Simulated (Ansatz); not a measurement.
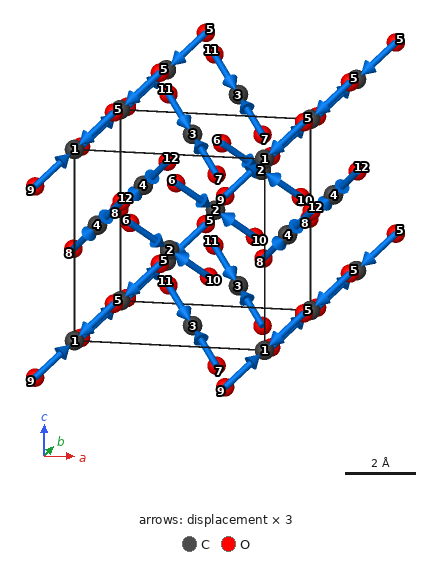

A relaxation of solid CO$_{2}$ (built on the measured structure type). The starting structure is drawn; blue arrows show the displacements (the part carried along by the change of the cell is left out), magnified 3 times.

A ball-and-stick model of the cell of the calculation, repeated 1 × 2 × 1 with one cell outlined, seen slightly off an axis.

All numbers below come from DFT, PBE-D3(BJ), plane waves, PAW in Ansatz. (plane-wave cutoff 420 eV; k-point mesh 4 × 4 × 4; occupations fermi dirac; smearing width 0.02 eV; no spin polarisation; cell and atoms relaxed; force threshold 0.005 eV/Å)

**Describe the change and its energy.**

The energy falls by 2760 meV per atom in 8 accepted moves (10 points after the start). The largest force component goes from 5.7 to 0.00048 eV/Å. The pressure goes from −38.56 to 0.03 GPa. At 2 points the geometry stayed and the basis and grid were re-selected for the new cell (energy shift of 1.8 meV per atom at most each time). The largest moves relative to the cell, 0.48 Å, are those of 8 atoms (O5, O6, O7, O8 and others). O6 goes along [1 1 −1]. C stays in place. Cell: a = b = c 5.620 → 5.710 Å (+1.6 %). Volume +4.9 %. Some distances before and after: C1–O5 1.626 → 1.169 Å. The space group stays Pa-3 (No. 205). Cost: 5.1 s on 1 × NVIDIA H100 80GB HBM3 with 2 threads of AMD EPYC 7R13 Processor (Zen 3), with other jobs on the host, peak memory 1.3 GiB.
